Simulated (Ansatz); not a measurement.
Single-point calculation of Si

- system: Si (P1, 8 atoms in the cell)
- method: DFT r2SCAN, scalar-relativistic, plane waves, PAW, no spin polarisation (Ansatz 0.2.0)

The structure derives from a Materials Project entry. It belongs to a series of runs on one base structure; here: cell sheared at random, sigma 0.1, atoms nudged by 0.01 A. Figures and captions count atoms from 1; the log counts them from 0 in places.

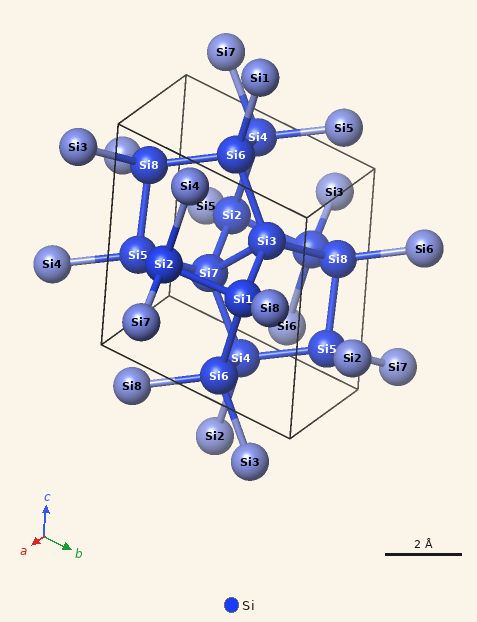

Fig. 1: The input geometry (ball-and-stick view of the cell of the calculation, seen slightly off an axis; neighbours outside the cell are drawn fainter; atoms are numbered from 1 in the order of the input). An atom can appear more than once, as a periodic image. Near neighbours in the periodic cell (some may lie outside the picture): Si has 4 Si at 2.23 to 2.58 Å.

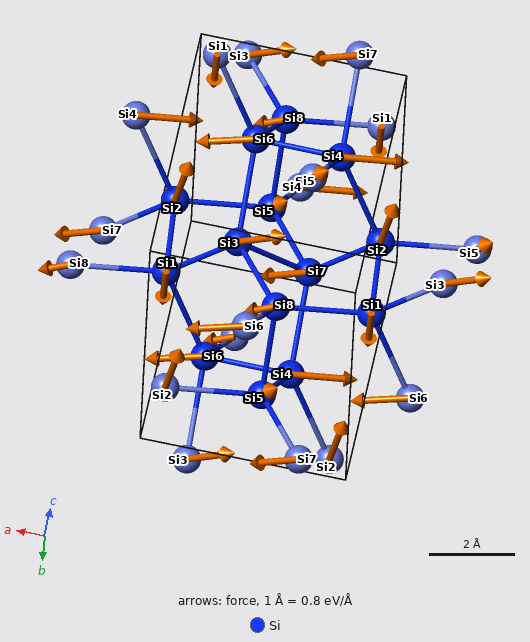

Fig. 2: Forces on the atoms as orange arrows (ball-and-stick view of the cell of the calculation, seen at an oblique angle; neighbours outside the cell are drawn fainter; atoms are numbered from 1 in the order of the input). The largest act on Si4 (1.30 eV/Å); Si2 (1.22 eV/Å); Si3, Si7 (1.17 eV/Å); Si6 (1.16 eV/Å), among others. The geometry is not a stationary point of this energy.

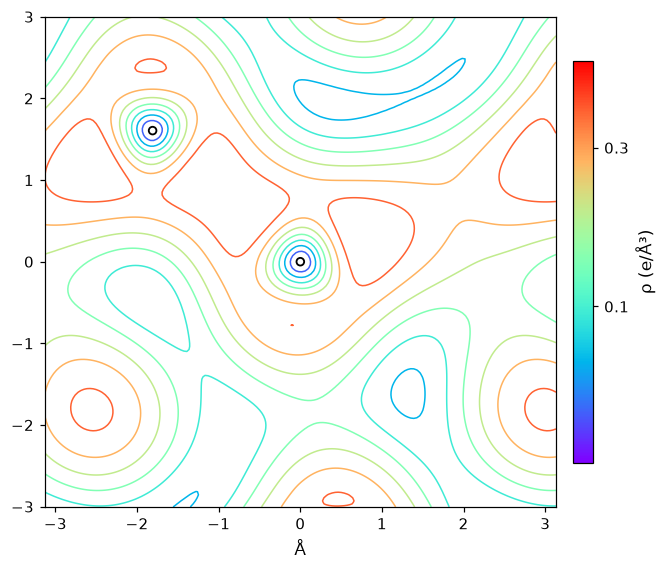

Fig. 3: Valence electron density on the (010) plane of the conventional cell. Circles mark the nuclei in the plane (Si). Si–Si (2.42 Å): ρ is about 0.52 e/Å³ halfway, a local maximum along the line. Away from the nuclei the density in this plane falls to 0.06 e/Å³ at its lowest. Core electrons are frozen (PAW), so the fields are smoothed inside the atomic spheres.

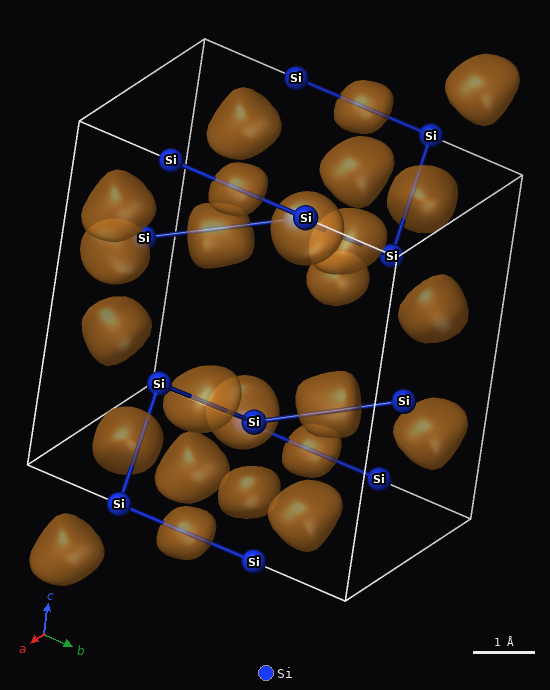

Fig. 4: Isosurface of the ELF at 0.85 (orange), seen slightly off an axis. Core shells and regions of very low density are left out. Sticks mark near contacts. The outline is the cell set on symmetry axes. Along the contacts the grid gives the following. Si–Si (2.29 Å): the ELF peaks at about 0.95 between the atoms (localised, shared-pair bonding).

These pictures come from the run below.

Input file
```yaml
crystal:
  lattice:
    - [4.6691238954, 2.3837480225, 1.858461324]
    - [-4.8040922357, 2.7631888927, 1.6484865547]
    - [0.2611212627, -5.4703755055, 2.2196954045]
  atoms:
    - { symbol: Si, position: [0.0160241552, 0.7125368093, 0.5159599753] }
    - { symbol: Si, position: [0.9841278268, 0.2829022686, 0.4809297223] }
    - { symbol: Si, position: [0.714514292, 0.7112746514, 0.7097490966] }
    - { symbol: Si, position: [0.2905698969, 0.4866363084, 0.9885569219] }
    - { symbol: Si, position: [0.4802383474, 0.983415969, 0.2854522213] }
    - { symbol: Si, position: [0.7131662859, 0.5189557823, 0.0179890247] }
    - { symbol: Si, position: [0.285849975, 0.2888776514, 0.288981737] }
    - { symbol: Si, position: [0.5155092207, 0.0154005596, 0.7123813009] }
basis:
  ecutwfc: 500
kpoints:
  mp_grid: { grid: [6, 6, 6] }
hamiltonian:
  xc: r2scan
scf:
  occupations: { method: gaussian, width: 0.15 }
output:
  forces: true
  stress: true
  eigenvalues: true
  write_density: true
  write_potential: true
  elf: true
  volumetric_format: npy
```

Run as:
```bash
ansatz run input.yaml --threads 2 --pin off --max-ram 5120MiB --backend cpu --events-out ev --progress --plain --runs-dir out
```

The program's output
```
Engine: ansatz 0.2.0, aarch64-unknown-linux-gnu
Pseudopotentials: kind: paw
Pseudopotential: Si, paw, valence charge 4, recommended cutoff 500 eV (meta_gga), Si.paw.azcp
Functional definition: r2SCAN
  parameter k0 = 0.174
  parameter k1 = 0.065
  parameter a1 = 4.9479
  exchange = r2scan_x(k0 = k0, k1 = k1, a1 = a1)
  correlation = r2scan_c
Crystal: 8 atoms, lattice volume = 144.688 Å³
Basis set: ecut = 500 eV, 3685 PW (Γ), exchange–correlation on 180×180×180 points (64 copies of the dense FFT grid, shifted against one another)
Bands: 24, of which v1, the nominal top of the filled ones, is band 16 counted from 1 (15 counted from 0)
Symmetry: 1 space group operations
Space group: P1 (ITA 1), of the structure as read, at distance tolerance 5.2e-5 Å
k-points: 112 of 216 (time reversal used)
Non-local potential: Si, projectors of the file, l = 0: 2, l = 1: 2, l = 2: 2
PAW form: soft (Blöchl's): semilocal exchange-correlation on the pseudo side does not see the compensation charge
PAW frozen core: Si, regenerated for the run's functional (the file was generated under x = pbe(κ = 0.804, μ = 0.2195149727645171), c = pbe(β = 0.06672455060314922))
PAW one-centre angular grid: Si, 302 points (default); XC on 160 Gauss nodes
Initial density: superposition of atomic densities (neutral atoms: chi_scale 0, normalization atom), corrected by the library's trained network
Initial wavefunctions: pseudopotential atomic-orbital guess
Functional: x = r2scan, c = r2scan; τ floored in thin density (d = 2e-4 eV/Å³)
SCF iter   1: F=—  HF=-5109.922968 eV  |F-HF|=—  |Δ(HF+E_count)|=         —  Δρ=5.41e-3  dr2=3.64e-2  dr2_τ=5.20e-2  ethr=1.77e-3  ⟨swp⟩=7.0  Hψ=15843  notcnv=0
preconditioner: auto → Kerker (q_TF=auto, 2.122 Å⁻¹)  [metal: Δε(μ)=0.023 eV  Ē_g=8.265 eV  σ=0.150 eV  W_gap=0.08  n_scr=18 (ndim 8)  ℏωp=17.5 eV  f_vac=0.000  D(μ)=0.69/eV (n_scr^D=0)]
SCF iter   2: F=—  HF=-5110.013603 eV  |F-HF|=—  |Δ(HF+E_count)|=   9.06e-2  Δρ=3.69e-3  dr2=1.71e-2  dr2_τ=5.07e-5  ethr=1.14e-4  ⟨swp⟩=2.0  Hψ=5387  notcnv=0  defer=1
SCF iter   3: F=—  HF=-5110.013483 eV  |F-HF|=—  |Δ(HF+E_count)|=   1.20e-4  Δρ=6.26e-4  dr2=4.62e-4  dr2_τ=1.31e-5  ethr=5.33e-5  ⟨swp⟩=2.6  Hψ=4261  notcnv=0  defer=1
SCF iter   4: F=—  HF=-5110.013784 eV  |F-HF|=—  |Δ(HF+E_count)|=   3.00e-4  Δρ=2.22e-4  dr2=6.02e-5  dr2_τ=3.87e-7  ethr=1.44e-6  ⟨swp⟩=2.9  Hψ=4460  notcnv=0  defer=1
SCF iter   5: F=—  HF=-5110.013858 eV  |F-HF|=—  |Δ(HF+E_count)|=   7.43e-5  Δρ=3.21e-5  dr2=2.01e-6  dr2_τ=1.39e-8  ethr=1.88e-7  ⟨swp⟩=2.0  Hψ=4137  notcnv=0  defer=1
SCF iter   6: F=-5110.013859 eV  HF=-5110.013859 eV  |F-HF|=2.73e-8  |Δ(HF+E_count)|=   1.37e-6  Δρ=5.74e-6  dr2=8.54e-8  dr2_τ=7.53e-10  ethr=3.13e-10  ⟨swp⟩=12.3  Hψ=21600  notcnv=0
SCF 1 converged in 6 iterations: F = -5110.013859 eV  dr2 = 8.54e-8
  greatest PAW one-centre occupation: 0.657 electrons in one spin orbital (limit 2), on the Si atom at site 1 (counted from 0), in its partial waves of l = 0
SCF converged after 6 iterations
Free energy (F): -5110.013859 eV
Harris-Foulkes:  -5110.013859 eV  (|F-HF|=2.73e-8)
Internal energy: -5110.006207 eV  (E = F + TS)
E sigma→0 (E₀):  -5110.010033 eV
Entropy (-TS):   -0.007652 eV (-0.957 meV/atom)
Fermi energy:    7.503653 eV
--- Per-component energies (eV) ---
  E_band       = 63.129421
  E_kinetic    = 325.690310
  E_local      = -144.828509  (includes V_loc(G=0)·N_el)
  E_nonlocal   = 200.207972
  E_hartree    = 42.648043
  E_xc         = -413.265889
  E_vxc        = -399.687600  (∫ρ·V_xc dr)
  E_paw        = -4155.307256  (= ΣΔE_a)
  E_vpaw       = -19.179731  (= ΣTr[D̂ρ^β])
  E_aug_tail   = 0.000036  (compensation charges beyond the density's cutoff)
  E_vtau       = 15.632575  (kinetic-family band-sum trace: ∫τ·v_τ [+ j·A + Jᵃ·Aᵃ] dr)
  E_ewald      = -964.539452
  E_core_change = -0.611464  (= ΣΔE_core)
  E_smearing   = -0.007652  (= −TS)
  E_closure    = 0.000000  (closes the sum)
  Σ components = -5110.013859   (vs F -5110.013859, Δ=0.00e0)
--- Forces (eV/Å), atoms counted from 1 ---
  atom   1  Si     0.23157268     0.74547417    -0.62409285
  atom   2  Si    -0.39654936    -0.97841871     0.61180539
  atom   3  Si    -0.88016561    -0.75517658    -0.12010228
  atom   4  Si    -0.54699209    -0.53522192    -1.04479224
  atom   5  Si    -0.39147915    -0.38604400     0.13945236
  atom   6  Si     0.65742339     0.69140469     0.65422662
  atom   7  Si     0.89702603     0.73416432     0.14828882
  atom   8  Si     0.42916482     0.48381982     0.23521140
  max |Σ_I F_I| component: 2.76e-6 eV/Å
--- Stress (GPa, compression-positive) ---
        2.657739       9.457804      -1.583909
        9.457804       3.567216       9.221936
       -1.583910       9.221936       0.311250
  P = ⅓ Tr σ = 2.1787 GPa (21.787 kbar)
--- Band table (eV; the first three rows and the last of 112) ---
  k-point 0: bands = ["-5.8530", "-1.4154", "-1.2478", "-0.6461", "0.0919", "0.6682", "0.7731", "0.9972", "2.5032", "2.5927", "3.0900", "3.3183", "3.5500", "5.3004", "6.2217", "7.4537", "8.3227", "9.9147", "10.9194", "11.3981", "11.7749", "11.8396", "12.6197", "12.8253"]
  k-point 1: bands = ["-5.7010", "-2.1548", "-1.2224", "-0.6869", "-0.2803", "0.5767", "1.0708", "1.5122", "2.3075", "2.8488", "3.5960", "3.9687", "4.1051", "4.9424", "5.6319", "7.3122", "9.0356", "9.6882", "10.4317", "10.8249", "11.0998", "11.6539", "12.1275", "12.7964"]
  k-point 2: bands = ["-5.2680", "-3.2523", "-1.2923", "-0.9614", "-0.5400", "0.4076", "1.4109", "2.1900", "2.4284", "3.5587", "3.8795", "4.8436", "5.0474", "5.1608", "5.5399", "6.8530", "7.9448", "8.9749", "9.5936", "10.7785", "11.0150", "11.2118", "11.6872", "11.8632"]
  k-point 111: bands = ["-3.6841", "-3.1341", "-3.0569", "-2.0313", "-1.7106", "-1.3179", "3.1470", "3.8918", "3.9447", "4.3038", "4.4243", "4.7281", "5.0936", "5.6259", "7.2456", "7.9115", "8.5806", "9.5278", "9.9616", "10.1483", "10.4020", "10.8680", "10.9802", "11.1302"]
```

Results in brief

```json
{"quantity": "outcome", "value": "converged"}
{"quantity": "space group (tolerance 0.01 Å)", "value": "P1 (1)"}
{"quantity": "electrons treated", "value": "32"}
{"quantity": "free energy", "value": "−5110.0139 eV"}
{"quantity": "Fermi energy", "value": "7.504 eV"}
{"quantity": "gap on the k-point mesh", "value": "none (metallic)"}
{"quantity": "pressure", "value": "2.18 GPa"}
{"quantity": "largest force (length of the vector)", "value": "1.295 eV/Å"}
{"quantity": "hardware", "value": "2 threads of Arm Neoverse V1, 24 GiB of memory available, shared host"}
{"quantity": "wall time", "value": "50 s (CPU time 99 s)"}
{"quantity": "peak memory", "value": "0.9 GiB"}
```
